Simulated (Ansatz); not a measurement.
# Rhodium, fcc under r²SCAN: structure, energy and stiffness

The plan for rhodium in the fcc structure: relax it, solve it on a dense k-mesh, switch on spin-orbit coupling, then scale the cell to 7 volumes from 88 to 112 % of the relaxed one and try a fit of the equation of state. The k-meshes are 14×14×14 for the relaxation; 23×23×23 for the dense run; 14×14×14 for spin-orbit coupling; 23×23×23 for the volumes. The starting cell is the deposited one, from the Crystallography Open Database.

Computed with Ansatz 0.2.0 (DFT r2SCAN, plane waves (500 eV) with PAW, scalar-relativistic; the PAW data stem from PBE, with regenerated cores, unless a step says otherwise).

## (1) The starting structure

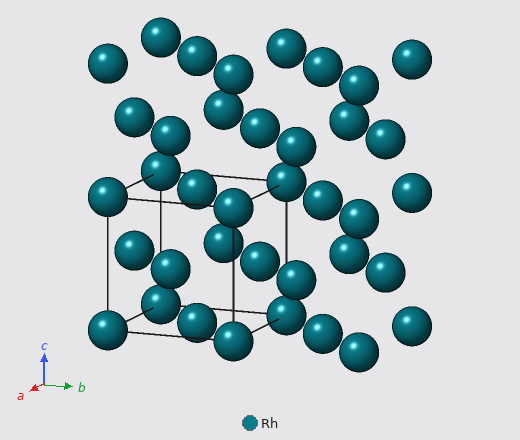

The structure, seen slightly off an axis (rhodium blue). 1×2×2 conventional cells are drawn; the run uses a primitive one. Any atoms on the faces are drawn again on the opposite ones.

Coordinates:

```xyz
1
Lattice="0.0000 1.9016 1.9016 1.9016 0.0000 1.9016 1.9016 1.9016 0.0000" Properties=species:S:1:pos:R:3 pbc="T T T"
Rh    0.0000    0.0000    0.0000
```

## (2) Relaxing cell and atoms

input.yaml

```yaml
crystal:
  lattice:
    - [0.0, 1.90155, 1.90155]
    - [1.90155, 0.0, 1.90155]
    - [1.90155, 1.90155, 0.0]
  atoms:
    - { symbol: Rh, position: [0.0, 0.0, 0.0] }
hamiltonian:
  xc: r2scan
  pseudopotentials:
    kind: paw
    azcp:
      Rh: "pseudopotentials/Rh.paw.azcp"
basis:
  ecutwfc: 500
  fft_grid_basis: typed
kpoints:
  mp_grid: { grid: [14, 14, 14], shift: [0, 0, 0] }
magnetization:
  spin_polarized: false
scf:
  occupations: { method: fermi_dirac, width: 0.1 }
relax:
  max_steps: 60
  f_tol: 0.01
  cell: {}
```

What it wrote:

```text
Engine: ansatz 0.2.0, x86_64-unknown-linux-gnu
Pseudopotentials: kind: paw
Pseudopotential: Rh, paw, valence charge 17, recommended cutoff 500 eV (meta_gga), <dir>
Functional definition: r2SCAN
  parameter k0 = 0.174
  parameter k1 = 0.065
  parameter a1 = 4.9479
  exchange = r2scan_x(k0 = k0, k1 = k1, a1 = a1)
  correlation = r2scan_c
Crystal: 1 atoms, lattice volume = 13.752 Å³
Basis set: ecut = 500 eV, 339 PW (Γ), exchange–correlation on 80×80×80 points (64 copies of the dense FFT grid, shifted against one another)
Bands: 13, of which v1, the nominal top of the filled ones, is band 9 counted from 1 (8 counted from 0)
Symmetry: 48 space group operations
Space group: Fm-3m (ITA 225), of the structure as read, at distance tolerance 2.4e-5 Å
k-points: 104 of 2744
Non-local potential: Rh, projectors of the file, l = 0: 3, l = 1: 2, l = 2: 2, l = 3: 1
PAW form: soft (Blöchl's): semilocal exchange-correlation on the pseudo side does not see the compensation charge
PAW frozen core: Rh, regenerated for the run's functional (the file was generated under x = pbe(κ = 0.804, μ = 0.2195149727645171), c = pbe(β = 0.06672455060314922))
PAW one-centre angular grid: Rh, 590 points (default); XC on 160 Gauss nodes
Initial density: superposition of atomic densities (neutral atoms: chi_scale 0, normalization atom), corrected by the library's trained network
Initial wavefunctions: pseudopotential atomic-orbital guess
Functional: x = r2scan, c = r2scan; τ floored in thin density (d = 2e-4 eV/Å³)
SCF iter   1: F=—  HF=-6415.282334 eV  |F-HF|=—  |Δ(HF+E_count)|=         —  Δρ=1.03e-2  dr2=4.59e-3  dr2_τ=9.64e-3  ethr=1.77e-3  ⟨swp⟩=5.3  Hψ=7673  notcnv=0
preconditioner: auto → none  [metal: Δε(μ)=0.014 eV  Ē_g=14.678 eV  σ=0.100 eV  W_gap=0.03  n_scr=0 (ndim 8)  ℏωp=30.0 eV  f_vac=0.000  D(μ)=1.21/eV (n_scr^D=14)]
SCF iter   2: F=—  HF=-6415.293387 eV  |F-HF|=—  |Δ(HF+E_count)|=   1.11e-2  Δρ=5.57e-3  dr2=1.27e-3  dr2_τ=2.43e-4  ethr=2.70e-5  ⟨swp⟩=2.1  Hψ=3107  notcnv=0
SCF iter   3: F=—  HF=-6415.293759 eV  |F-HF|=—  |Δ(HF+E_count)|=   3.72e-4  Δρ=8.64e-4  dr2=6.24e-5  dr2_τ=2.17e-5  ethr=7.49e-6  ⟨swp⟩=2.3  Hψ=2283  notcnv=0
SCF iter   4: F=—  HF=-6415.293757 eV  |F-HF|=—  |Δ(HF+E_count)|=   2.65e-6  Δρ=2.90e-4  dr2=1.02e-5  dr2_τ=1.04e-6  ethr=3.67e-7  ⟨swp⟩=2.3  Hψ=2111  notcnv=0
SCF iter   5: F=—  HF=-6415.293756 eV  |F-HF|=—  |Δ(HF+E_count)|=   3.46e-7  Δρ=8.21e-5  dr2=4.98e-7  dr2_τ=4.81e-8  ethr=6.00e-8  ⟨swp⟩=2.2  Hψ=1746  notcnv=0
SCF iter   6: F=-6415.293757 eV  HF=-6415.293757 eV  |F-HF|=1.18e-8  |Δ(HF+E_count)|=   7.80e-7  Δρ=1.32e-5  dr2=1.92e-8  dr2_τ=1.37e-9  ethr=5.88e-10  ⟨swp⟩=4.5  Hψ=4593  notcnv=0
SCF 1 converged in 6 iterations: F = -6415.293757 eV  dr2 = 1.92e-8
relax step   1: F+E_penalty+E_count = -6415.29375706 eV  Δ(F+E_penalty+E_count) = +0.000e0 eV  max|allowed force component| = 0.000e0 eV/Å  Δτ_max = 0.0000 Å  P = -0.327 GPa  Ω = 13.752 Å³  (6 SCF iters, dr2 threshold 1.00e-7 eV, accepted)
Crystal: 1 atoms, lattice volume = 13.722 Å³
Initial density: handed on by an earlier stage of this run
Initial wavefunctions: those handed on with the density
iter 1 solved again at ethr=1.28e-7 eV; its pass at ethr=3.10e-3 eV (dr2=2.18e-5 eV) is discarded
SCF iter   1: F=—  HF=-6415.293620 eV  |F-HF|=—  |Δ(HF+E_count)|=         —  Δρ=3.98e-4  dr2=2.15e-5  dr2_τ=1.42e-4  ethr=1.28e-7  ⟨swp⟩=2.0  Hψ=8858  notcnv=0
preconditioner: auto → none  [metal: Δε(μ)=0.008 eV  Ē_g=14.687 eV  σ=0.100 eV  W_gap=0.02  n_scr=0 (ndim 8)  ℏωp=30.1 eV  f_vac=0.000  D(μ)=1.19/eV (n_scr^D=14)]
SCF iter   2: F=—  HF=-6415.293772 eV  |F-HF|=—  |Δ(HF+E_count)|=   1.52e-4  Δρ=3.28e-4  dr2=1.21e-5  dr2_τ=1.68e-6  ethr=1.26e-7  ⟨swp⟩=2.0  Hψ=2062  notcnv=0
SCF iter   3: F=—  HF=-6415.293769 eV  |F-HF|=—  |Δ(HF+E_count)|=   3.42e-6  Δρ=1.03e-4  dr2=9.48e-7  dr2_τ=1.11e-7  ethr=7.11e-8  ⟨swp⟩=2.3  Hψ=1905  notcnv=0
SCF iter   4: F=—  HF=-6415.293769 eV  |F-HF|=—  |Δ(HF+E_count)|=   6.16e-8  Δρ=4.57e-5  dr2=2.78e-7  dr2_τ=1.14e-8  ethr=5.58e-9  ⟨swp⟩=2.1  Hψ=2096  notcnv=0
SCF iter   5: F=-6415.293769 eV  HF=-6415.293769 eV  |F-HF|=4.68e-8  |Δ(HF+E_count)|=   5.10e-8  Δρ=2.30e-5  dr2=7.03e-8  dr2_τ=2.00e-9  ethr=5.88e-10  ⟨swp⟩=3.9  Hψ=3964  notcnv=0
SCF 2 converged in 5 iterations: F = -6415.293769 eV  dr2 = 7.03e-8
relax step   2: F+E_penalty+E_count = -6415.29376873 eV  Δ(F+E_penalty+E_count) = -1.167e-5 eV  max|allowed force component| = 0.000e0 eV/Å  Δτ_max = 0.0000 Å  P = +0.272 GPa  Ω = 13.722 Å³  energy of the carried Pulay correction = +6.603e-6 eV  (5 SCF iters, dr2 threshold 1.00e-7 eV, accepted)
Crystal: 1 atoms, lattice volume = 13.735 Å³
iter 1 solved again at ethr=1.94e-8 eV; its pass at ethr=3.10e-3 eV (dr2=3.30e-6 eV) is discarded
SCF iter   1: F=—  HF=-6415.293746 eV  |F-HF|=—  |Δ(HF+E_count)|=         —  Δρ=1.56e-4  dr2=3.27e-6  dr2_τ=2.99e-5  ethr=1.94e-8  ⟨swp⟩=2.0  Hψ=8879  notcnv=0
preconditioner: auto → none  [metal: Δε(μ)=0.008 eV  Ē_g=14.673 eV  σ=0.100 eV  W_gap=0.02  n_scr=0 (ndim 8)  ℏωp=30.1 eV  f_vac=0.000  D(μ)=1.19/eV (n_scr^D=14)]
SCF iter   2: F=—  HF=-6415.293778 eV  |F-HF|=—  |Δ(HF+E_count)|=   3.23e-5  Δρ=1.43e-4  dr2=2.35e-6  dr2_τ=2.92e-7  ethr=1.92e-8  ⟨swp⟩=2.0  Hψ=2122  notcnv=0
SCF iter   3: F=—  HF=-6415.293777 eV  |F-HF|=—  |Δ(HF+E_count)|=   6.50e-7  Δρ=4.95e-5  dr2=2.40e-7  dr2_τ=2.45e-8  ethr=1.38e-8  ⟨swp⟩=2.1  Hψ=1861  notcnv=0
SCF iter   4: F=-6415.293777 eV  HF=-6415.293777 eV  |F-HF|=3.38e-8  |Δ(HF+E_count)|=   3.20e-8  Δρ=1.96e-5  dr2=5.02e-8  dr2_τ=2.25e-9  ethr=5.88e-10  ⟨swp⟩=4.0  Hψ=4513  notcnv=0
SCF 3 converged in 4 iterations: F = -6415.293777 eV  dr2 = 5.02e-8
relax step   3: F+E_penalty+E_count = -6415.29377712 eV  Δ(F+E_penalty+E_count) = -8.391e-6 eV  max|allowed force component| = 0.000e0 eV/Å  Δτ_max = 0.0000 Å  P = +0.000 GPa  Ω = 13.735 Å³  energy of the carried Pulay correction = +3.605e-6 eV  (4 SCF iters, dr2 threshold 1.00e-7 eV, accepted)
Initial wavefunctions: pseudopotential atomic-orbital guess (no wavefunctions were taken with the density)
iter 1 solved again at ethr=2.72e-8 eV; its pass at ethr=3.10e-3 eV (dr2=4.62e-6 eV) is discarded
SCF iter   1: F=—  HF=-6415.293773 eV  |F-HF|=—  |Δ(HF+E_count)|=         —  Δρ=2.03e-5  dr2=5.19e-8  dr2_τ=3.59e-9  ethr=2.72e-8  ⟨swp⟩=2.8  Hψ=11250  notcnv=0
preconditioner: auto → none  [metal: Δε(μ)=0.008 eV  Ē_g=14.674 eV  σ=0.100 eV  W_gap=0.02  n_scr=0 (ndim 8)  ℏωp=30.1 eV  f_vac=0.000  D(μ)=1.19/eV (n_scr^D=14)]
SCF iter   2: F=—  HF=-6415.293773 eV  |F-HF|=—  |Δ(HF+E_count)|=   5.07e-8  Δρ=6.91e-6  dr2=3.74e-9  dr2_τ=2.19e-9  ethr=3.05e-10  ⟨swp⟩=2.1  Hψ=2133  notcnv=0
SCF iter   3: F=—  HF=-6415.293773 eV  |F-HF|=—  |Δ(HF+E_count)|=  4.15e-10  Δρ=2.31e-6  dr2=2.37e-10  dr2_τ=8.78e-11  ethr=2.20e-11  ⟨swp⟩=2.3  Hψ=1920  notcnv=0
SCF iter   4: F=—  HF=-6415.293773 eV  |F-HF|=—  |Δ(HF+E_count)|=  2.44e-10  Δρ=3.98e-7  dr2=1.66e-11  dr2_τ=5.85e-12  ethr=1.40e-12  ⟨swp⟩=2.8  Hψ=2358  notcnv=0
SCF iter   5: F=-6415.293773 eV  HF=-6415.293773 eV  |F-HF|=0.00e0  |Δ(HF+E_count)|=  4.55e-12  Δρ=1.54e-7  dr2=2.07e-12  dr2_τ=3.99e-13  ethr=1.00e-12  ⟨swp⟩=5.0  Hψ=4911  notcnv=0
SCF 4 converged in 5 iterations: F = -6415.293773 eV  dr2 = 2.07e-12
relax step   4: F+E_penalty+E_count = -6415.29377339 eV  Δ(F+E_penalty+E_count) = +3.734e-6 eV  max|allowed force component| = 0.000e0 eV/Å  Δτ_max = 0.0000 Å  P = -0.001 GPa  Ω = 13.735 Å³  stress off target by 6.64e-4 GPa  SCF on the basis re-selected at this cell (its energy is not comparable with the rows above)  (5 SCF iters)
basis re-selected at this cell: Δ(F+E_penalty+E_count) = +3.734e-6 eV, ΔP = -0.001 GPa vs the last step (what re-selecting the basis moved, of the pressure what is left beyond the Pulay correction that the steps carried, after the strain that the cell walked since its last selection, with what the two solves' SCF thresholds leave and, on support functions, any second-order correction that the steps lacked; it is no measure of the basis error at this ecutwfc). This SCF's stress stands 6.64e-4 GPa from its target on what of the cell is left free (relax.cell.stress_tol is 5.00e-2 GPa) and its largest allowed force component is 0.00e0 eV/Å (relax.f_tol is 1.00e-2 eV/Å): within both
SCF converged after 5 iterations
Free energy (F): -6415.293773 eV
Harris-Foulkes:  -6415.293773 eV  (|F-HF|=0.00e0)
Internal energy: -6415.253357 eV  (E = F + TS)
E sigma→0 (E₀):  -6415.273565 eV
Entropy (-TS):   -0.040416 eV (-40.416 meV/atom)
Fermi energy:    22.233877 eV
--- Per-component energies (eV) ---
  E_band       = -101.828517
  E_kinetic    = 573.288611
  E_local      = -1563.305046  (includes V_loc(G=0)·N_el)
  E_nonlocal   = 355.445707
  E_hartree    = 550.217127
  E_xc         = -216.827859
  E_vxc        = -314.150630  (∫ρ·V_xc dr)
  E_paw        = -3604.256554  (= ΣΔE_a)
  E_vpaw       = -274.792716  (= ΣTr[D̂ρ^β])
  E_aug_tail   = 0.000692  (compensation charges beyond the density's cutoff)
  E_vtau       = 21.250548  (kinetic-family band-sum trace: ∫τ·v_τ [+ j·A + Jᵃ·Aᵃ] dr)
  E_ewald      = -2509.446077
  E_core_change = -0.369959  (= ΣΔE_core)
  E_smearing   = -0.040416  (= −TS)
  E_closure    = 0.000000  (closes the sum)
  Σ components = -6415.293773   (vs F -6415.293773, Δ=0.00e0)
--- Forces (eV/Å), atoms counted from 1 ---
  atom   1  Rh     0.00000000     0.00000000     0.00000000
  max |Σ_I F_I| component: 1.85e-32 eV/Å
--- Stress (GPa, compression-positive) ---
       -0.000664      -0.000000      -0.000000
       -0.000000      -0.000664      -0.000000
       -0.000000      -0.000000      -0.000664
  P = ⅓ Tr σ = -0.0007 GPa (-0.007 kbar)
--- Relaxed structure (3 steps of the walk, 3 accepted, 1 SCFs on fresh bases) ---
  F+E_penalty+E_count = -6415.29377339 eV   max|allowed force component| = 0.000e0 eV/Å   (the final SCF, on the basis selected at the relaxed cell)
  cell:  # Å, volume = 13.7355 Å³
    - [4.0762976263164716e-34, 1.9008071575922634, 1.9008071575922634]
    - [1.9008071575922634, 1.2738430082238975e-33, 1.9008071575922634]
    - [1.9008071575922634, 1.9008071575922634, 8.152595252632945e-34]
  atoms:
    - { symbol: Rh, position: [0.0, 0.0, 0.0] }
```

It took 11 s on 1 thread of an x86-64 CPU, shared host; peak memory 0.53 GiB.

The walk, from the log:

```tsv
step	energy change (meV/atom)	largest force (eV/Å)	pressure (GPa)	volume (Å³/atom)
1	0.00	0.0000	-0.33	13.752
2	-0.01	0.0000	0.27	13.722
3	-0.02	0.0000	0.00	13.735
4	-0.02	0.0000	0.00	13.735
```

Steps that repeat a cell are solved on a basis chosen anew, so their changes of energy are no gain of the relaxation.

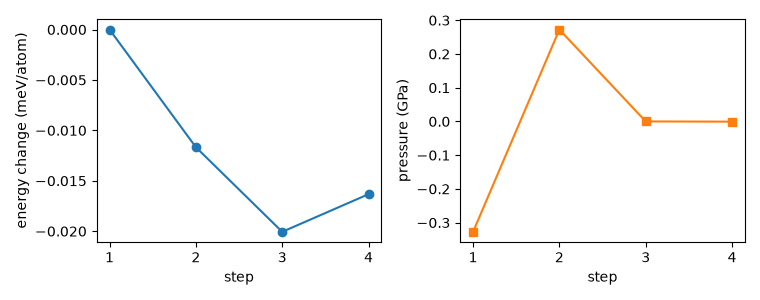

Energy and pressure over the accepted steps.

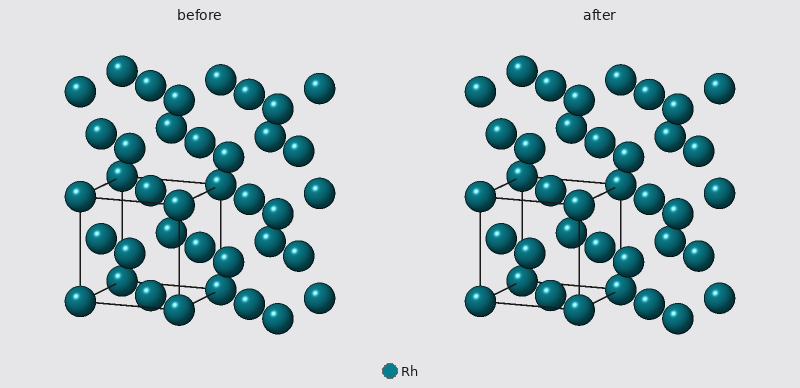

Start and end of the relaxation side by side. The cells drawn are those of the first picture.

Changes in the cell that was computed:

|  | before | after | change |
| --- | --- | --- | --- |
| a (Å) | 2.689 | 2.688 | +0.0 % |
| b (Å) | 2.689 | 2.688 | +0.0 % |
| c (Å) | 2.689 | 2.688 | +0.0 % |
| volume (Å³/atom) | 13.752 | 13.735 | -0.1 % |
| shortest distance (Å) | 2.689 | 2.688 | +0.0 % |
| space group (spins left aside) | Fm-3m | Fm-3m | same |

## (3) The energy on a finer k-mesh

input.yaml

```yaml
crystal:
  lattice:
    - [0.0, 1.9008071576, 1.9008071576]
    - [1.9008071576, 0.0, 1.9008071576]
    - [1.9008071576, 1.9008071576, 0.0]
  atoms:
    - { symbol: Rh, position: [0.0, 0.0, 0.0] }
hamiltonian:
  xc: r2scan
  pseudopotentials:
    kind: paw
    azcp:
      Rh: "pseudopotentials/Rh.paw.azcp"
basis:
  ecutwfc: 500
  fft_grid_basis: typed
kpoints:
  mp_grid: { grid: [23, 23, 23], shift: [0, 0, 0] }
magnetization:
  spin_polarized: false
scf:
  occupations: { method: fermi_dirac, width: 0.1 }
```

What it wrote, cut to the lines that bear on the results:

```text
[...]
[... 3 set-up lines as earlier in the session ...]
[...]
Crystal: 1 atoms, lattice volume = 13.735 Å³
Basis set: ecut = 500 eV, 339 PW (Γ), exchange–correlation on 80×80×80 points (64 copies of the dense FFT grid, shifted against one another)
Bands: 13, of which v1, the nominal top of the filled ones, is band 9 counted from 1 (8 counted from 0)
[... 2 set-up lines as earlier in the session ...]
k-points: 364 of 12167
[...]
SCF iter   1: F=—  HF=-6415.282509 eV  |F-HF|=—  |Δ(HF+E_count)|=         —  Δρ=1.02e-2  dr2=4.09e-3  dr2_τ=9.74e-3  ethr=1.77e-3  ⟨swp⟩=5.3  Hψ=26805  notcnv=0
[...]
SCF iter   6: F=-6415.293902 eV  HF=-6415.293902 eV  |F-HF|=2.47e-8  |Δ(HF+E_count)|=   3.77e-7  Δρ=1.29e-5  dr2=1.29e-8  dr2_τ=1.25e-9  ethr=5.88e-10  ⟨swp⟩=1.0  Hψ=12602  notcnv=0
[...]
SCF converged after 6 iterations
Free energy (F): -6415.293902 eV
[...]
E sigma→0 (E₀):  -6415.272885 eV
Entropy (-TS):   -0.042035 eV (-42.035 meV/atom)
Fermi energy:    22.227848 eV
[...]
```

Wall time 10 s (1 thread of an x86-64 CPU, shared host); peak memory 0.56 GiB.

## (4) A two-component run at the same geometry

Changes to input.yaml since step 3:

```diff
@@ -10,3 +10,3 @@
   pseudopotentials:
-    kind: paw
+    kind: paw_fr
     azcp:
@@ -17,5 +17,6 @@
 kpoints:
-  mp_grid: { grid: [23, 23, 23], shift: [0, 0, 0] }
+  mp_grid: { grid: [14, 14, 14], shift: [0, 0, 0] }
 magnetization:
-  spin_polarized: false
+  noncollinear: true
+  spin_orbit: true
 scf:
```

What it wrote, cut to the lines that bear on the results:

```text
[...]
Pseudopotentials: kind: paw_fr
Pseudopotential: Rh, paw_fr, valence charge 17, recommended cutoff 500 eV (meta_gga), <dir>
[... 1 set-up line as earlier in the session ...]
[...]
non-collinear run that drives no moment, with spin-orbit: no starting moment large enough to seed its density (crystal.atoms[].spin), no starting occupations that ask for one, no magnetisation constraint and no magnetic field, so the semilocal B_xc is pinned to zero
Crystal: 1 atoms, lattice volume = 13.735 Å³
Basis set: ecut = 500 eV, 339 PW (Γ), exchange–correlation on 80×80×80 points (64 copies of the dense FFT grid, shifted against one another)
Bands: 26, of which v1, the nominal top of the filled ones, is band 17 counted from 1 (16 counted from 0)
Symmetry: 48 space group operations + 48 with time reversal
Magnetic group: BNS 225.117 (UNI 1619), of the structure as read, at distance tolerance 2.4e-5 Å
k-points: 104 of 2744
Projection manifold: j_resolved (fully-relativistic pseudo-atomic orbitals)
[...]
SCF iter   1: F=—  HF=-6408.765807 eV  |F-HF|=—  |Δ(HF+E_count)|=         —  Δρ=1.05e-1  dr2=1.36e0  dr2_τ=9.61e-3  dr2_m=0.00e0 (ungated)  ethr=3.10e-3  |M|=0.00e0 ∫|m|=0.00e0 μB  |m|>n=0.0e0 m-floor=0.0e0 τ_xc=0.0e0  β_m=0.30  ⟨swp⟩=6.5  Hψ=6795  notcnv=0  defer=56
[...]
SCF iter   8: F=-6408.427479 eV  HF=-6408.427479 eV  |F-HF|=3.27e-11  |Δ(HF+E_count)|=   3.04e-8  Δρ=4.78e-6  dr2=1.39e-9  dr2_τ=1.97e-10  dr2_m=0.00e0 (ungated)  ethr=5.88e-10  |M|=0.00e0 ∫|m|=0.00e0 μB  |m|>n=0.0e0 m-floor=0.0e0 τ_xc=0.0e0  ⟨swp⟩=2.4  Hψ=2710  notcnv=0
[...]
SCF converged after 8 iterations
Magnetization: |M| = 0.0000 μB,  M = (+0.0000, +0.0000, +0.0000) μB
Absolute magnetization: 0.0000 μB (∫|m|)
  site 0: m = (+0.0000, +0.0000, +0.0000) μB, |m| = 0.0000 μB  (R = 1.11 Å)
Free energy (F): -6408.427479 eV
[...]
E sigma→0 (E₀):  -6408.407234 eV
Entropy (-TS):   -0.040489 eV (-40.489 meV/atom)
Fermi energy:    22.243061 eV
[...]
```

Run time: 15 s. Hardware: 1 thread of an x86-64 CPU, shared host; peak memory 0.54 GiB.

With and without spin-orbit coupling:

```tsv
	scalar-relativistic	with spin-orbit coupling
k-mesh	23×23×23	14×14×14
gap on the mesh	none (levels filled in part)	none (levels filled in part)
```

The meshes differ, so small differences between the columns need not come from spin-orbit coupling.

## (5) Volume × 0.88

input.yaml

```yaml
crystal:
  lattice:
    - [0.0, 1.8215130319, 1.8215130319]
    - [1.8215130319, 0.0, 1.8215130319]
    - [1.8215130319, 1.8215130319, 0.0]
  atoms:
    - { symbol: Rh, position: [0.0, 0.0, 0.0] }
hamiltonian:
  xc: r2scan
  pseudopotentials:
    kind: paw
    azcp:
      Rh: "pseudopotentials/Rh.paw.azcp"
basis:
  ecutwfc: 500
  fft_grid_basis: typed
kpoints:
  mp_grid: { grid: [23, 23, 23], shift: [0, 0, 0] }
magnetization:
  spin_polarized: false
scf:
  occupations: { method: fermi_dirac, width: 0.1 }
output:
  stress: true
```

What it wrote, cut to the lines that bear on the results:

```text
[...]
[... 3 set-up lines as earlier in the session ...]
[...]
Crystal: 1 atoms, lattice volume = 12.087 Å³
Basis set: ecut = 500 eV, 331 PW (Γ), exchange–correlation on 80×80×80 points (64 copies of the dense FFT grid, shifted against one another)
Bands: 13, of which v1, the nominal top of the filled ones, is band 9 counted from 1 (8 counted from 0)
[... 1 set-up line as earlier in the session ...]
Space group: Fm-3m (ITA 225), of the structure as read, at distance tolerance 2.3e-5 Å
k-points: 364 of 12167
[...]
SCF iter   1: F=—  HF=-6415.052756 eV  |F-HF|=—  |Δ(HF+E_count)|=         —  Δρ=1.09e-2  dr2=3.88e-3  dr2_τ=1.73e-2  ethr=1.77e-3  ⟨swp⟩=5.5  Hψ=27212  notcnv=0
[...]
SCF iter   6: F=-6415.069866 eV  HF=-6415.069866 eV  |F-HF|=8.26e-9  |Δ(HF+E_count)|=   6.05e-7  Δρ=8.02e-6  dr2=5.26e-9  dr2_τ=7.13e-10  ethr=5.88e-10  ⟨swp⟩=4.8  Hψ=16410  notcnv=0
[...]
SCF converged after 6 iterations
Free energy (F): -6415.069866 eV
[...]
E sigma→0 (E₀):  -6415.053143 eV
Entropy (-TS):   -0.033445 eV (-33.445 meV/atom)
Fermi energy:    26.156025 eV
[...]
--- Stress (GPa, compression-positive) ---
       49.582925       0.000000       0.000000
       -0.000000      49.582925       0.000000
        0.000000      -0.000000      49.582925
  P = ⅓ Tr σ = 49.5829 GPa (495.829 kbar)
```

It took 7 s on 1 thread of an x86-64 CPU, shared host; peak memory 0.59 GiB.

## (6) Volume × 0.92

Changes to input.yaml since step 5:

```diff
@@ -2,5 +2,5 @@
   lattice:
-    - [0.0, 1.8215130319, 1.8215130319]
-    - [1.8215130319, 0.0, 1.8215130319]
-    - [1.8215130319, 1.8215130319, 0.0]
+    - [0.0, 1.8487038023, 1.8487038023]
+    - [1.8487038023, 0.0, 1.8487038023]
+    - [1.8487038023, 1.8487038023, 0.0]
   atoms:
```

What it wrote, cut to the lines that bear on the results:

```text
[...]
[... 3 set-up lines as earlier in the session ...]
[...]
Crystal: 1 atoms, lattice volume = 12.637 Å³
Basis set: ecut = 500 eV, 331 PW (Γ), exchange–correlation on 80×80×80 points (64 copies of the dense FFT grid, shifted against one another)
Bands: 13, of which v1, the nominal top of the filled ones, is band 9 counted from 1 (8 counted from 0)
[... 2 set-up lines as earlier in the session ...]
k-points: 364 of 12167
[...]
SCF iter   1: F=—  HF=-6415.188401 eV  |F-HF|=—  |Δ(HF+E_count)|=         —  Δρ=1.06e-2  dr2=3.98e-3  dr2_τ=1.38e-2  ethr=1.77e-3  ⟨swp⟩=5.4  Hψ=27075  notcnv=0
[...]
SCF iter   6: F=-6415.202960 eV  HF=-6415.202960 eV  |F-HF|=6.32e-9  |Δ(HF+E_count)|=   5.64e-7  Δρ=6.16e-6  dr2=2.67e-9  dr2_τ=4.85e-10  ethr=5.88e-10  ⟨swp⟩=4.8  Hψ=16493  notcnv=0
[...]
SCF converged after 6 iterations
Free energy (F): -6415.202960 eV
[...]
E sigma→0 (E₀):  -6415.184870 eV
Entropy (-TS):   -0.036179 eV (-36.179 meV/atom)
Fermi energy:    24.732287 eV
[...]
--- Stress (GPa, compression-positive) ---
       28.884640       0.000000       0.000000
        0.000000      28.884640       0.000000
        0.000000      -0.000000      28.884640
  P = ⅓ Tr σ = 28.8846 GPa (288.846 kbar)
```

It took 9.2 s on 1 thread of an x86-64 CPU, shared host; peak memory 0.59 GiB.

(Part 1 of 2 ends here.)
